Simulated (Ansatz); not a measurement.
# Energy of SiC along a strain of the cell

System: SiC (4 atoms in the cell).
Method: DFT PBE, scalar-relativistic, plane waves, PAW, no spin polarisation (Ansatz 0.2.0).

The 6 runs differ only in the geometry, by a strain of the cell at fixed fractional positions. Against run 4, the strain is εxx = η and εyy = η. The structure derives from an entry of the Crystallography Open Database.

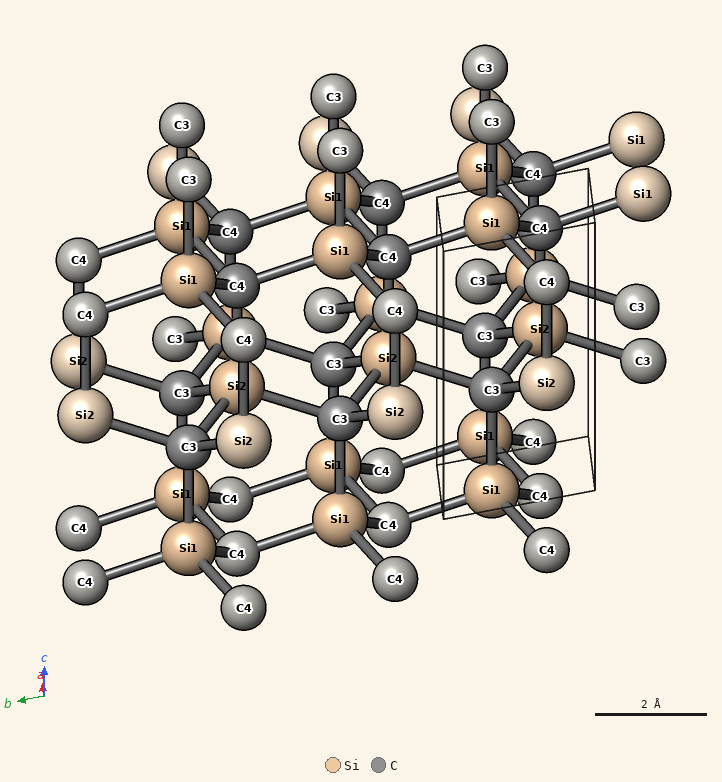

Figure 1. The structure of run 4 (ball-and-stick view of the cell of the calculation, repeated 2 × 3 × 1, seen at an oblique angle; neighbours outside the cell are drawn fainter; atoms are numbered from 1 in the order of the input).

## Input of run 4
```yaml
crystal:
  lattice:
    - [3.2311261375, 0.0, 0.0]
    - [-1.6155630687, 2.7982373179, 0.0]
    - [0.0, 0.0, 5.0737646004]
  atoms:
    - { symbol: Si, position: [0.3333333333, 0.6666666667, 0.0045636718] }
    - { symbol: Si, position: [0.6666666667, 0.3333333333, 0.5045636718] }
    - { symbol: C, position: [0.3333333333, 0.6666666667, 0.3804363282] }
    - { symbol: C, position: [0.6666666667, 0.3333333333, 0.8804363282] }
basis:
  ecutwfc: 420
kpoints:
  mp_grid: { grid: [12, 12, 6] }
hamiltonian:
  xc: pbe
scf:
  occupations: { method: gaussian, width: 0.05 }
output:
  forces: true
  stress: true
  eigenvalues: true
```

Command:
```bash
ansatz run input.yaml --threads 1 --pin off --max-ram 2560MiB --backend cpu --events-out ev --progress --plain --runs-dir out
```

Lattice vectors (Å) and fractional positions of run 4:
```
   3.231126    0.000000    0.000000
  -1.615563    2.798237    0.000000
   0.000000    0.000000    5.073765
Si  0.333333  0.666667  0.004564
Si  0.666667  0.333333  0.504564
C   0.333333  0.666667  0.380436
C   0.666667  0.333333  0.880436
```

Run 3 differs from it as follows:
```diff
-    - [3.2311261375, 0.0, 0.0]
-    - [-1.6155630687, 2.7982373179, 0.0]
+    - [3.1847463365, 0.0, 0.0]
+    - [-1.5923731682, 2.758071232, 0.0]
```

## Results, with one run withheld

```csv
run,strain parameter η (%),"free energy per atom, from the lowest run given (meV)",pressure (GPa),gap on the mesh (eV)
1,−10.0478,131.55,35.32,1.79
2,−7.1770,0.00,15.10,2.07
3,−1.4354,?,?,?
4,0.0000,32.72,−15.37,2.31
5,0.7177,56.78,−17.27,2.23
6,1.4354,83.69,−19.00,2.16
```

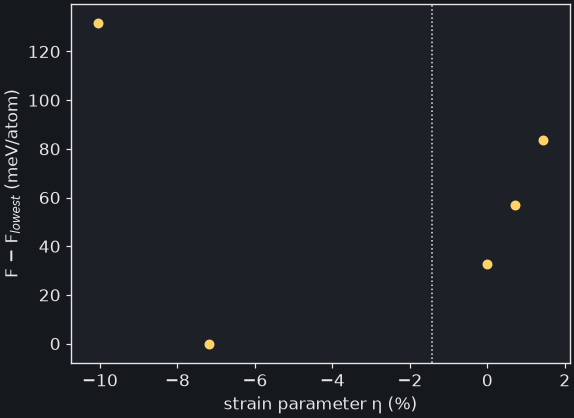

Figure 2. Free energy per atom of the runs given; the dotted line marks run 3.

Fit the runs given and predict run 3.

A cubic polynomial in the coordinate, fitted to the 5 runs given, misses them by at most 0.05 meV per atom. With x = η + 3.0143, it reads F = −33.044 + 10.865 x + 4.0028 x² − 0.12357 x³ (meV per atom). At run 3 it gives −6.40 meV per atom, and the run itself gives −5.97. The fit has its minimum at η = −4.2955 %. The gap on the mesh lies between 1.79 eV (run 1) and 2.47 eV (run 3); run 3 has 2.47 eV. These are gaps of this functional on this mesh, which can miss the band edges; they aren't the measured gap.

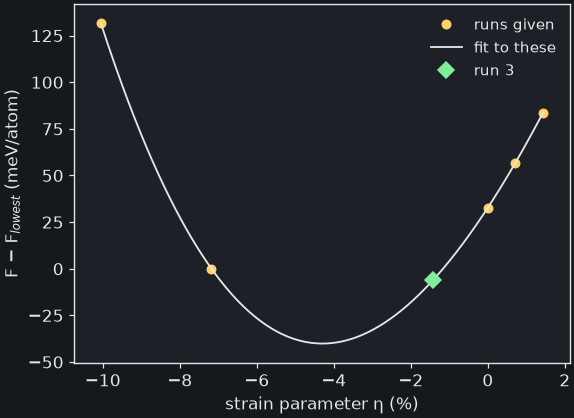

Figure 3. The fit and the withheld run.

## Output, shortened to warnings, some set-up lines, iterations and results (run 3)
```
Basis set: ecut = 420 eV, 857 PW (Γ), exchange–correlation on 48×48×72 points (8 copies of the dense FFT grid, shifted against one another)
Symmetry: 12 space group operations
k-points: 76 of 864 (time reversal used)
Initial density: superposition of atomic densities (neutral atoms: chi_scale 0, normalization atom), corrected by the library's trained network
[...]
SCF iter   1: F=—  HF=-1774.176126 eV  |F-HF|=—  |Δ(HF+E_count)|=         —  Δρ=2.80e-3  dr2=4.00e-3  ethr=1.77e-3  ⟨swp⟩=5.2  Hψ=5991  notcnv=0
SCF iter   2: F=—  HF=-1774.175796 eV  |F-HF|=—  |Δ(HF+E_count)|=   3.30e-4  Δρ=1.04e-3  dr2=3.64e-4  ethr=2.50e-5  ⟨swp⟩=2.6  Hψ=2154  notcnv=0
SCF iter   3: F=—  HF=-1774.175770 eV  |F-HF|=—  |Δ(HF+E_count)|=   2.58e-5  Δρ=4.01e-4  dr2=3.30e-5  ethr=2.28e-6  ⟨swp⟩=2.0  Hψ=1396  notcnv=0
SCF iter   4: F=—  HF=-1774.175767 eV  |F-HF|=—  |Δ(HF+E_count)|=   2.98e-6  Δρ=5.87e-5  dr2=8.37e-7  ethr=2.06e-7  ⟨swp⟩=2.3  Hψ=1465  notcnv=0
SCF iter   5: F=-1774.175768 eV  HF=-1774.175768 eV  |F-HF|=8.98e-10  |Δ(HF+E_count)|=   1.30e-6  Δρ=5.33e-6  dr2=1.18e-8  ethr=5.23e-9  ⟨swp⟩=2.0  Hψ=1510  notcnv=0
SCF iter   6: F=-1774.175768 eV  HF=-1774.175768 eV  |F-HF|=8.98e-11  |Δ(HF+E_count)|=   4.39e-9  Δρ=1.28e-6  dr2=6.17e-10  ethr=7.40e-11  ⟨swp⟩=2.0  Hψ=3149  notcnv=0
SCF 1 converged in 6 iterations: F = -1774.175768 eV  dr2 = 6.17e-10
SCF converged after 6 iterations
Free energy (F): -1774.175768 eV
Harris-Foulkes:  -1774.175768 eV  (|F-HF|=8.98e-11)
Internal energy: -1774.175768 eV  (E = F + TS)
E sigma→0 (E₀):  -1774.175768 eV
Fermi energy:    9.921189 eV
--- Per-component energies (eV) ---
  E_band       = 46.040424
  E_kinetic    = 263.930713
  E_local      = -220.183842  (includes V_loc(G=0)·N_el)
  E_nonlocal   = 101.933115
  E_hartree    = 66.782387
  E_xc         = -208.512240
  E_vxc        = -215.488645  (∫ρ·V_xc dr)
  E_paw        = -1223.490373  (= ΣΔE_a)
  E_vpaw       = -17.715492  (= ΣTr[D̂ρ^β])
  E_aug_tail   = 0.000026  (compensation charges beyond the density's cutoff)
  E_ewald      = -554.635555
  E_smearing   = -0.000000  (= −TS)
  E_closure    = 0.000000  (closes the sum)
  Σ components = -1774.175768   (vs F -1774.175768, Δ=0.00e0)
--- Forces (eV/Å), atoms counted from 1 ---
  atom   1  Si     0.00000000    -0.00000000    -0.21331711
  atom   2  Si    -0.00000000     0.00000000    -0.21331711
  atom   3  C      0.00000000    -0.00000000     0.21331656
  atom   4  C     -0.00000000     0.00000000     0.21331656
  max |Σ_I F_I| component: 1.11e-6 eV/Å
--- Stress (GPa, compression-positive) ---
      -15.791974       0.000000      -0.000000
        0.000000     -15.791974       0.000000
       -0.000000       0.000000      -1.590226
  P = ⅓ Tr σ = -11.0581 GPa (-110.581 kbar)
```
